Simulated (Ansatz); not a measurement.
# Sn: 5 runs along one coordinate

System: Sn (I4/mmm, 1 atom in the cell).
Method: Kohn-Sham DFT of a periodic cell, PBE0, Ansatz PAW, no spin polarisation (Ansatz 0.2.0).

The 5 runs differ only in the geometry, by an even scaling of the cell at fixed fractional positions. The structure derives from a Materials Project entry.

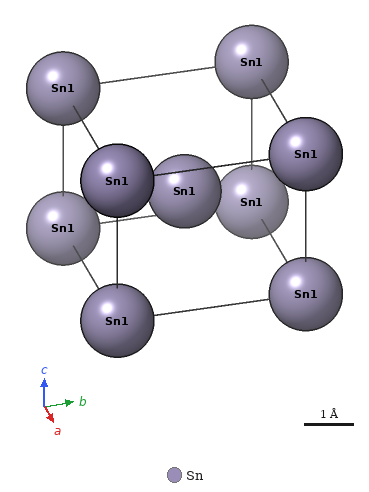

Figure 1. The structure of run 3 (spheres-only view of the cell 2 times as large as that of the calculation, set on its symmetry axes, seen at an oblique angle; atoms are numbered from 1 in the order of the input).

## Input of run 3
```yaml
crystal:
  lattice:
    - [-2.0155702798, 2.0155702798, 1.6496136136]
    - [2.0155702798, -2.0155702798, 1.6496136136]
    - [2.0155702798, 2.0155702798, -1.6496136136]
  atoms:
    - { symbol: Sn, position: [0.0, 0.0, 0.0] }
hamiltonian:
  xc: pbe0
  pseudopotentials: { kind: paw }
kpoints:
  mp_grid: { grid: [6, 6, 6] }
scf:
  occupations: { method: fermi_dirac, width: 0.05 }
output:
  forces: true
  stress: true
  eigenvalues: true
```

Command:
```bash
ansatz run input.yaml --threads 2 --pin off --max-ram 5632MiB --backend cpu --events-out ev --progress --plain --runs-dir out
```

Lattice vectors (Å) and fractional positions of run 3:
```
  -2.015570    2.015570    1.649614
   2.015570   -2.015570    1.649614
   2.015570    2.015570   -1.649614
Sn  0.000000  0.000000  0.000000
```

Run 4 differs from it as follows:
```diff
-    - [-2.0155702798, 2.0155702798, 1.6496136136]
-    - [2.0155702798, -2.0155702798, 1.6496136136]
-    - [2.0155702798, 2.0155702798, -1.6496136136]
+    - [-2.0426281431, 2.0426281431, 1.6717587207]
+    - [2.0426281431, -2.0426281431, 1.6717587207]
+    - [2.0426281431, 2.0426281431, -1.6717587207]
```

## Results, with one run withheld

| run | volume per atom (Å³) | free energy per atom, from the lowest run given (meV) | pressure (GPa) |
| --- | --- | --- | --- |
| 1 | 25.712 | 14.37 | 3.54 |
| 2 | 26.259 | 4.83 | 2.08 |
| 3 | 26.806 | 0.00 | 0.78 |
| 4 | 27.901 | ? | ? |
| 5 | 28.448 | 8.24 | −1.71 |

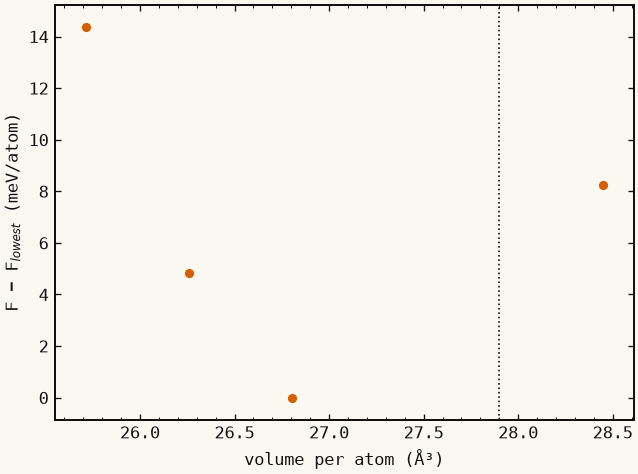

Figure 2. Free energy per atom of the runs given; the dotted line marks run 4.

Estimate the energy of run 4 from the others.

A quadratic polynomial in V^(−2/3) (the Birch–Murnaghan form), fitted to the 4 runs given, misses them by at most 0.06 meV per atom. With x = V^(−2/3) − 0.11173 Å⁻², it reads F = 0.12078 + 1994.5 x + 8.6649e+05 x² (meV per atom). At run 4 it gives 2.01 meV per atom, and the run itself gives 2.52. The slope of the fit gives a pressure −dF/dV of −1.35 GPa there, and the run prints −1.43 GPa. The two needn't agree exactly: the fit is approximate, and the printed stress is taken on a finite basis. The fit has its minimum at 27.195 Å³ per atom, where V d²F/dV² gives 55.5 GPa. Cell shape and fractional positions are held, so this is the stiffness under even scaling; the relaxed bulk modulus wasn't computed. So low a polynomial doesn't follow these energies more closely.

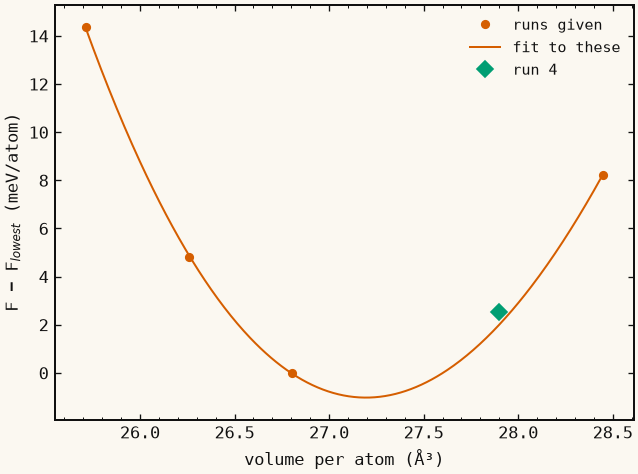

Figure 3. The fit and the withheld run.

## Output, shortened to warnings, some set-up lines, iterations and results (run 4)
```
Warning: output.stress: scf.convergence.dr2_threshold = 1e-7 eV (the SCF's general default) is looser than the 1e-10 eV advised for a printed stress (1e-10 eV for each atom of the cell: 1). What an SCF threshold leaves in a stress goes as its square root, and in the free energy as the threshold itself, and one threshold admits the most on a small cell: of the crystals measured, under no hybrid …
Warning: output.stress: scf.exx.energy_threshold = 1e-6 eV is looser than the 1e-8 eV advised for a stress under a hybrid functional (1e-8 eV for each atom of the cell: 1). Every SCF of the exchange loop can meet its threshold on dr2 while the loop round them stops early: no threshold on dr2 bounds what that leaves in the stress. Set scf.exx.energy_threshold to 1e-8 eV or tighter. The threshold …
Basis set: ecut = 420 eV, 569 PW (Γ), exchange–correlation on 48×48×48 points (8 copies of the dense FFT grid, shifted against one another)
Symmetry: 16 space group operations
k-points: 30 of 216
Initial density: superposition of atomic densities (neutral atoms: chi_scale 0, normalization atom), corrected by the library's trained network
[...]
SCF iter   1: F=—  HF=-6024.101240 eV  |F-HF|=—  |Δ(HF+E_count)|=         —  Δρ=7.34e-4  dr2=1.67e-4  ethr=1.77e-3  ⟨swp⟩=10.7  Hψ=1587  notcnv=0
SCF iter   2: F=—  HF=-6024.101425 eV  |F-HF|=—  |Δ(HF+E_count)|=   1.85e-4  Δρ=4.37e-4  dr2=5.50e-5  ethr=1.19e-6  ⟨swp⟩=4.7  Hψ=1120  notcnv=0  defer=4
SCF iter   3: F=—  HF=-6024.101437 eV  |F-HF|=—  |Δ(HF+E_count)|=   1.16e-5  Δρ=1.76e-4  dr2=9.47e-6  ethr=3.93e-7  ⟨swp⟩=2.1  Hψ=556  notcnv=0  defer=3
SCF iter   4: F=—  HF=-6024.101438 eV  |F-HF|=—  |Δ(HF+E_count)|=   1.66e-6  Δρ=3.78e-5  dr2=1.92e-7  ethr=1.49e-9  ⟨swp⟩=3.8  Hψ=1440  notcnv=0
SCF iter   5: F=—  HF=-6024.101438 eV  |F-HF|=—  |Δ(HF+E_count)|=   5.77e-8  Δρ=8.76e-6  dr2=2.82e-8  ethr=1.37e-9  ⟨swp⟩=2.2  Hψ=553  notcnv=0
[... 15 lines ...]
SCF iter   1: F=—  HF=-6027.346111 eV  |F-HF|=—  |Δ(HF+E_count)|=         —  Δρ=3.39e-5  dr2=5.52e-6  ethr=8.32e-7  ⟨swp⟩=3.5  Hψ=727  notcnv=0
SCF iter   2: F=—  HF=-6027.346241 eV  |F-HF|=—  |Δ(HF+E_count)|=   1.31e-4  Δρ=1.63e-5  dr2=1.55e-6  ethr=1.36e-9  ⟨swp⟩=4.3  Hψ=991  notcnv=0
SCF iter   3: F=—  HF=-6027.346244 eV  |F-HF|=—  |Δ(HF+E_count)|=   2.52e-6  Δρ=1.58e-5  dr2=5.32e-8  ethr=5.18e-10  ⟨swp⟩=4.0  Hψ=908  notcnv=0
SCF iter   4: F=-6027.346244 eV  HF=-6027.346244 eV  |F-HF|=7.82e-10  |Δ(HF+E_count)|=   3.12e-8  Δρ=1.97e-6  dr2=1.09e-9  ethr=3.43e-10  ⟨swp⟩=3.1  Hψ=742  notcnv=0  defer=3
SCF 3 converged in 4 iterations: F = -6027.346244 eV  dr2 = 1.09e-9
  Residual-converged pass: ⟨swp⟩=3.4  Hψ=645  notcnv=0  max |occ|·‖R‖ = 2.4e-6 eV (tolerance 2.4e-6 eV)  dr2=1.06e-9  dr2_onsite=3.16e-10  max |Δocc| = 2.1e-12
hybrid outer 2: dexx = +3.961e-7 eV, tail = 1.03e-8 eV, Δε = 3.20e-3 eV (about 2.04e-4 eV left of the loop's levels)
hybrid SCF converged: 2 outer / 15 inner (+7 warm-up), last move |dexx| = 3.96e-7 eV, tail = 1.03e-8 eV
Stability not checked: this state was not tested for a lower state beside it, because the functional holds exact exchange (a hybrid, or Hartree-Fock), whose exchange loop this test does not read (fock_operator; see scf.lower_state_search)
Free energy (F): -6027.346244 eV
Frozen-core exchange: fock
Harris-Foulkes:  -6027.346244 eV  (|F-HF|=7.82e-10)
Internal energy: -6027.341266 eV  (E = F + TS)
E sigma→0 (E₀):  -6027.343755 eV
Entropy (-TS):   -0.004978 eV (-4.978 meV/atom)
Fermi energy:    10.865923 eV
--- Per-component energies (eV) ---
  E_band       = -117.902274
  E_kinetic    = 185.101529
  E_local      = -844.524823  (includes V_loc(G=0)·N_el)
  E_nonlocal   = -33.708241
  E_hartree    = 528.619297
  E_xc         = -292.709298
  E_vxc        = -74.032736  (∫ρ·V_xc dr)
  E_exx        = -41.754237  (= α·E_x^exact, valence–valence)
  E_paw        = -4186.965361  (= ΣΔE_a)
  E_vpaw       = -324.468720  (= ΣTr[D̂ρ^β])
  E_aug_tail   = -0.000000  (compensation charges beyond the density's cutoff)
  E_ewald      = -1341.672467
  E_core_change = 0.272334  (= ΣΔE_core)
  E_smearing   = -0.004978  (= −TS)
  E_closure    = 0.000003  (closes the sum)
  Σ components = -6027.346244   (vs F -6027.346244, Δ=-9.09e-13)
--- Forces (eV/Å), atoms counted from 1 ---
  atom   1  Sn     0.00000000     0.00000000    -0.00000000
  max |Σ_I F_I| component: 3.94e-31 eV/Å
--- Stress (GPa, compression-positive) ---
       -0.977477      -0.000000       0.000000
       -0.000000      -0.977477       0.000000
        0.000000       0.000000      -2.343666
  P = ⅓ Tr σ = -1.4329 GPa (-14.329 kbar)
```

Warnings of the run: the exchange loop's threshold is looser than advised for the stress; the SCF threshold is looser than advised for the printed stress.
